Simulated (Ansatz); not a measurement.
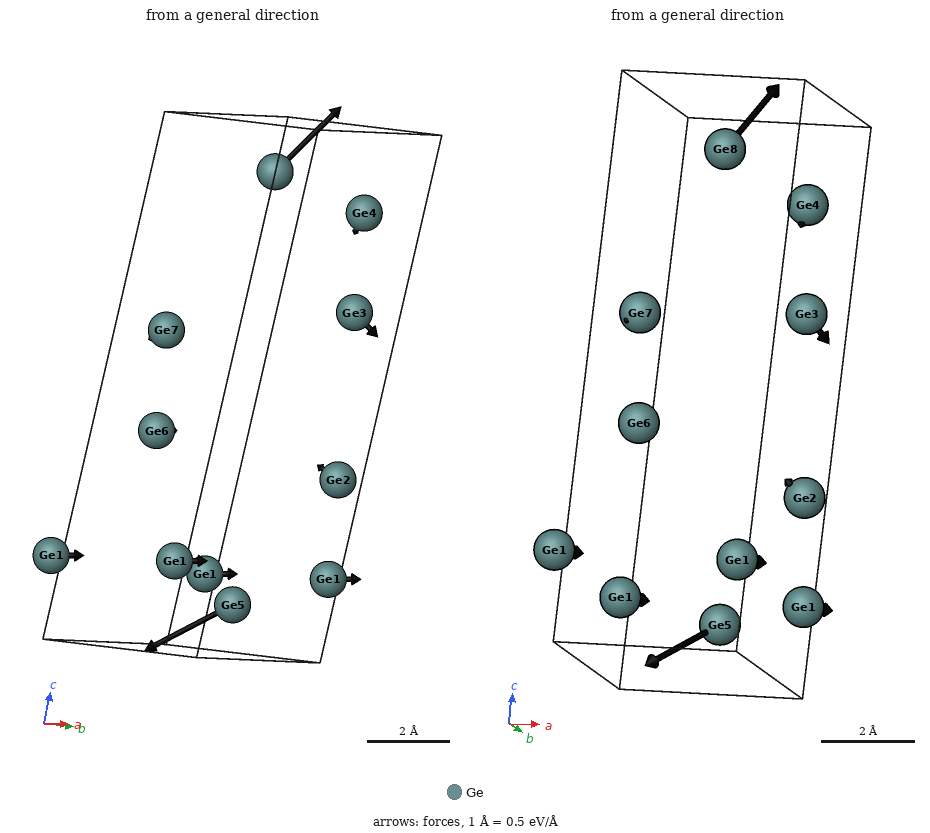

The image is a spheres-only drawing of a crystal, viewed from two general directions. One simulation cell is framed, with atoms on its boundary repeated. The arrows are the computed forces on the atoms.

System: Ge. The numbers come from DFT PBEsol, scalar-relativistic, plane waves, PAW in Ansatz, using a cutoff energy of 420 eV, k-points on an 11×11×3 grid, Gaussian smearing of 0.15 eV, no spin polarisation.

> Would an optimiser stop at this geometry?

No. The atoms still feel forces of up to about 1 eV/Å, far above a usual threshold of 0.01 to 0.03 eV/Å.

Source of the structure: a structure listed in the Materials Project. The cell was then strained or its atoms displaced on purpose. It went into a calculation with Ansatz.
